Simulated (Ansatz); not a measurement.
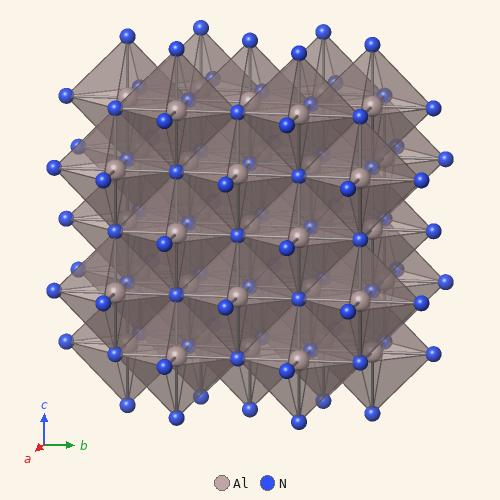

Polyhedra are drawn about Al (bonds: Al–N below 2.3 Å); other atoms are plain spheres.

The compound is AlN (space group Fm-3m, No. 225), taken as the input geometry of an electronic-structure calculation (not necessarily at equilibrium).

### What figure surrounds each Al atom, and what does it share with the other drawn polyhedra?

Al: AlN6 octahedron, sharing corners with six neighbours and edges with twelve neighbours.

### What is the connectivity of the polyhedra: isolated, groups, chains, layers or framework?

They form a three-dimensional framework of corner- and edge-sharing octahedra.
